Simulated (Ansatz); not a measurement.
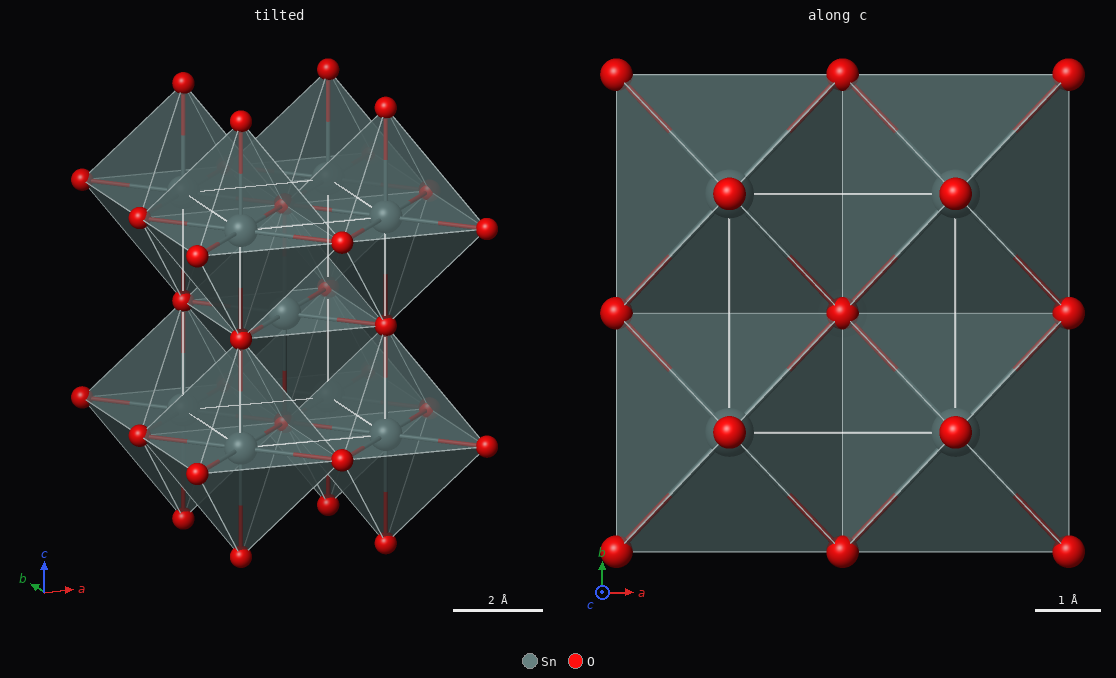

Polyhedral drawing of the structure, looking slightly off an axis and along the c axis. The frame is the conventional unit cell; atoms at its boundary are shown with their periodic copies. Some atoms of the next cells are drawn as well.

SnO, space group Immm (No. 71), a = 3.49 Å, b = 3.68 Å, c = 5.07 Å, α = 90.00°, β = 90.00°, γ = 90.00°.

Electronic-structure method: DFT, r2SCAN, plane waves, PAW (Ansatz). Parameters: E_cut = 500 eV, k-points about 0.27 Å⁻¹ apart, Fermi-Dirac smearing of 0.02 eV, no spin polarisation.

> Is it conducting or gapped at this level?

A semiconductor at this level, with a gap of 0.18 eV, direct.

> What is the pressure at this volume?

The computed pressure is -0.1 GPa, close to zero. The stress isn't hydrostatic: its largest component is 1.0 GPa.

The initial geometry was a structure type filled with these elements by a generator (whether the compound takes this form wasn't checked). The cell was then strained or its atoms displaced on purpose. A calculation with Ansatz used it as input.
